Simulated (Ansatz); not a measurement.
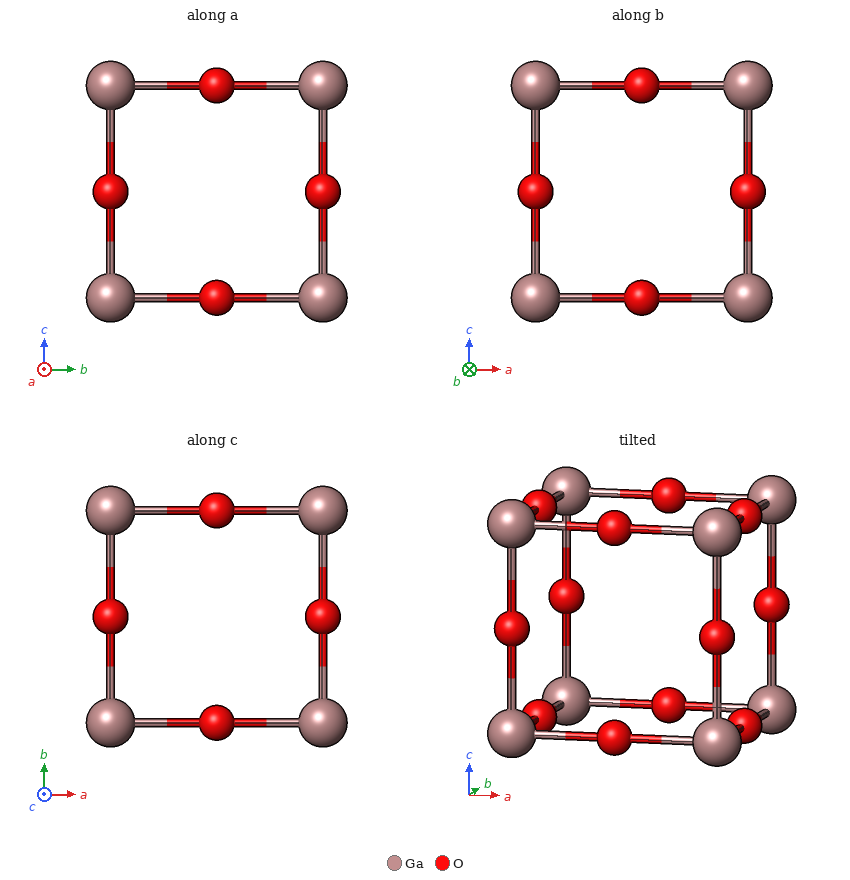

The crystal in a ball-and-stick representation, seen along the a axis, along the b axis, along the c axis and slightly off an axis. Atoms at the boundary of the conventional unit cell (the box) are drawn once for each face, edge or corner they touch.

Lattice parameters: a = 3.8984 Å, b = 3.8984 Å, c = 3.8984 Å, α = 90.000°, β = 90.000°, γ = 90.000°.

Question: Set out the cell and atoms as a CIF with its space group and independent sites.

Answer:
```cif
data_structure
_symmetry_space_group_name_H-M 'P m -3 m'
_symmetry_Int_Tables_number 221
_cell_length_a 3.8984
_cell_length_b 3.8984
_cell_length_c 3.8984
_cell_angle_alpha 90.000
_cell_angle_beta 90.000
_cell_angle_gamma 90.000
_cell_volume 59.25
loop_
_atom_site_label
_atom_site_type_symbol
_atom_site_symmetry_multiplicity
_atom_site_Wyckoff_symbol
_atom_site_fract_x
_atom_site_fract_y
_atom_site_fract_z
_atom_site_occupancy
Ga1 Ga 1 a 0.0000 0.0000 0.0000 1
O1 O 3 d 0.5000 0.0000 0.0000 1
```

The model was built from a structure type filled with these elements by a generator (whether the compound takes this form wasn't checked). The geometry was optimised with DFT PBE, scalar-relativistic, plane waves, PAW (Ansatz 0.2.0).
